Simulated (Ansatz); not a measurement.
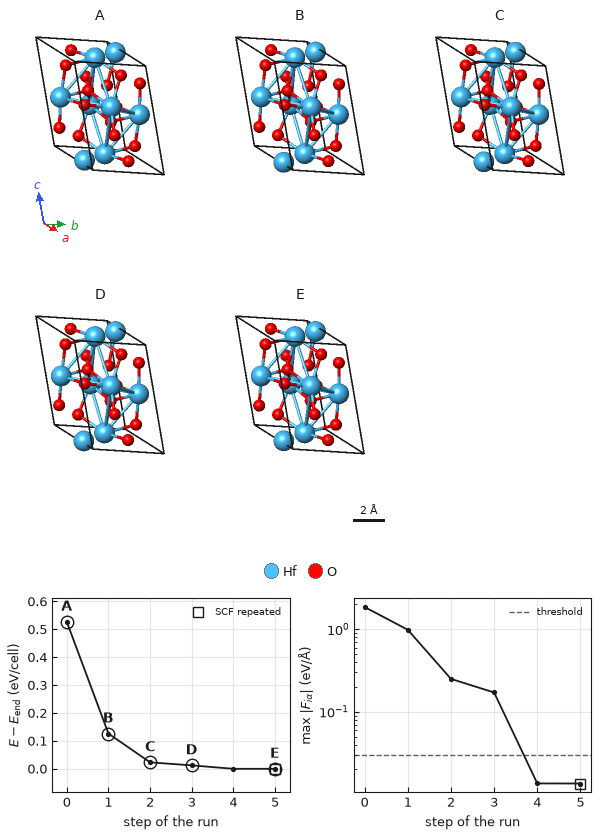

Frames of a relaxation of a defect cell of composition Hf₈O₁₅ (cell charge +2), marked on the history of the run. Style: ball-and-stick. Shown: the cell of the calculation, slightly off an axis.

Theory: Ansatz, DFT PBEsol, scalar-relativistic, plane waves, PAW. (plane-wave cutoff 420 eV; k-point mesh 2 × 2 × 2; occupations gaussian; smearing width 0.02 eV; mesh shifted by (0.5, 0.5, 0.5); collinear spin; atoms relaxed in a fixed cell; force threshold 0.03 eV/Å; at most 40 steps)

Question: What happens along the run?

Answer: An O atom moves most: 0.14 Å along [0 2 −1]. Largest moves by element: O 0.14 Å, Hf 0.11 Å. The cell doesn't change. Among the contacts that change: Hf–Hf 3.501 → 3.652 Å, Hf–Hf 3.917 → 3.777 Å, Hf–O 2.367 → 2.489 Å, Hf–O 2.099 → 2.218 Å. Among the angles between lasting bonds that change: Hf–O–Hf 116.2° → 126.9°, Hf–O–Hf 116.2° → 125.1°, Hf–O–Hf 140.7° → 133.6°. Over 4 accepted moves (5 points after the start) the energy falls by 0.527 eV per cell of the calculation. Largest force component: 1.9 eV/Å at the start, 0.013 eV/Å at the end. 1 step only repeated the SCF at the same geometry. The program noted that the starting moments weren't kept. Cost: 54 s on 8 threads of Arm Neoverse V2 (shared host), peak memory 2 GiB. From step 0 to 1: a Hf atom moves most (0.15 Å), energy −0.401 eV per cell of the calculation. From step 1 to 2: a Hf atom moves most (0.04 Å), energy −0.103 eV per cell of the calculation. From step 2 to 3: an O atom moves most (0.08 Å), energy −10.9 meV per cell of the calculation. From step 3 to 5: an O atom moves most (0.04 Å), energy −12.3 meV per cell of the calculation.

Limits of the set-up: the periodic images lie only 6.7 Å apart, so the values are limited by the cell's size; the cell is charged, on a uniform background, and energies carry no finite-size correction.
